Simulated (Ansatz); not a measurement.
```cif
data_structure
_symmetry_space_group_name_H-M 'P 1'
_symmetry_Int_Tables_number 1
_cell_length_a 3.8677
_cell_length_b 3.8677
_cell_length_c 30.6576
_cell_angle_alpha 90.000
_cell_angle_beta 90.000
_cell_angle_gamma 90.000
_cell_volume 458.61
loop_
_atom_site_label
_atom_site_type_symbol
_atom_site_fract_x
_atom_site_fract_y
_atom_site_fract_z
_atom_site_occupancy
Si1 Si 0.20283 0.99996 0.53176 1
Si2 Si 0.66546 0.49997 0.53824 1
Co1 Co 0.16698 0.49996 0.57546 1
Si3 Si 0.66426 0.49981 0.62117 1
Si4 Si 0.15369 0.99994 0.62033 1
Co2 Co 0.65436 0.99982 0.66182 1
Si5 Si 0.15746 0.99969 0.70584 1
Si6 Si 0.64760 0.49987 0.70606 1
Co3 Co 0.14569 0.49966 0.74505 1
```

Not relaxed (largest force 0.7 eV/Å); computed without spin polarisation.

Method: Ansatz 0.2.0, DFT PBE, scalar-relativistic, plane waves, PAW.

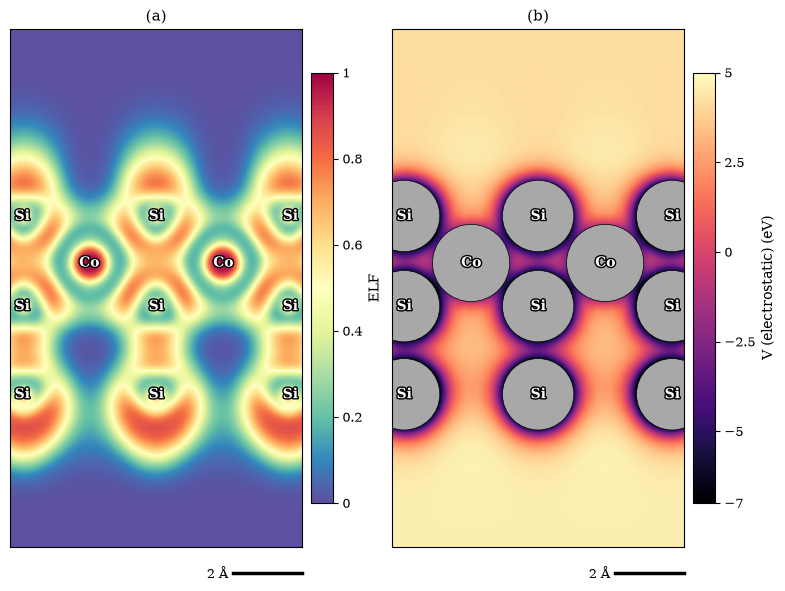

CoSi2 (slab). (a) ELF; (b) electrostatic potential energy of an electron on the (100) plane of the calculation cell, a cut from vacuum to vacuum. Grey discs cover the atomic cores in the potential map.

### What do the fields say about this system?

- The plane passes through Si and Co nuclei.
- Si–Si (2.54 Å): the ELF peaks at about 0.75 between the atoms.
- Co–Si (2.30 Å): the ELF peaks at about 0.75 in the valence shell of Si, 0.9 Å from its nucleus, and is about 0.50 at the midpoint.
- Co–Si (2.36 Å): the ELF peaks at about 0.75 in the valence shell of Si, 0.9 Å from its nucleus, and is about 0.50 at the midpoint.
- Si–Si (2.60 Å): the ELF peaks at about 0.70 between the atoms.
- The features right at Co lie inside the PAW spheres, where the map follows smoothed inner orbitals and isn't to be read closely.
- Outside the cores the potential energy rises away from the atoms and is highest in the vacuum; its zero is arbitrary.

### Metal or insulator at this level of theory?

It is gapless in this calculation (a metal or semimetal).
